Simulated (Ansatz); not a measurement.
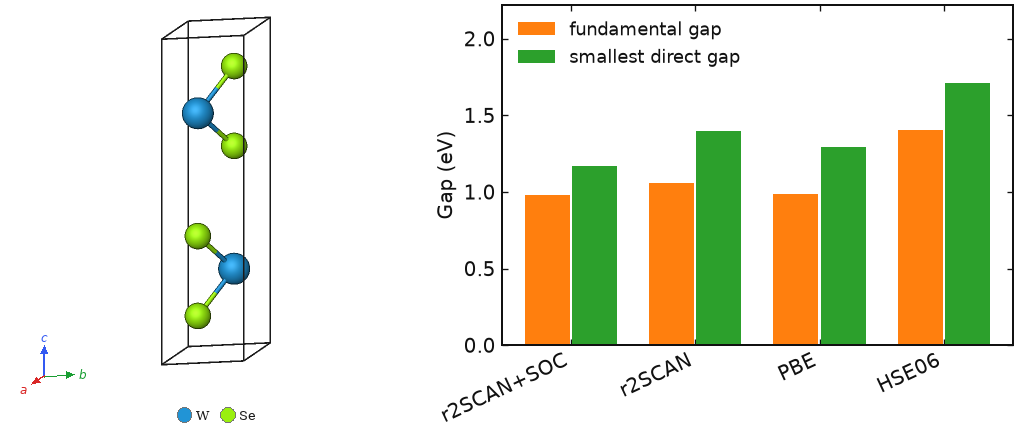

Gaps of WSe$_{2}$, space group P6_3/mmc, 6 atoms in the cell, 2H (MoS2) bulk type, hydrostatic strain +2.0%, at several levels of theory on one cell (Ansatz, plane waves and PAW; edges over the mesh and the special points).

### How does the gap depend on the level, and does its kind change?

In rising order: r2SCAN+SOC 0.98 eV, PBE 0.99 eV, r2SCAN 1.06 eV and HSE06 1.40 eV. It is indirect at every level.
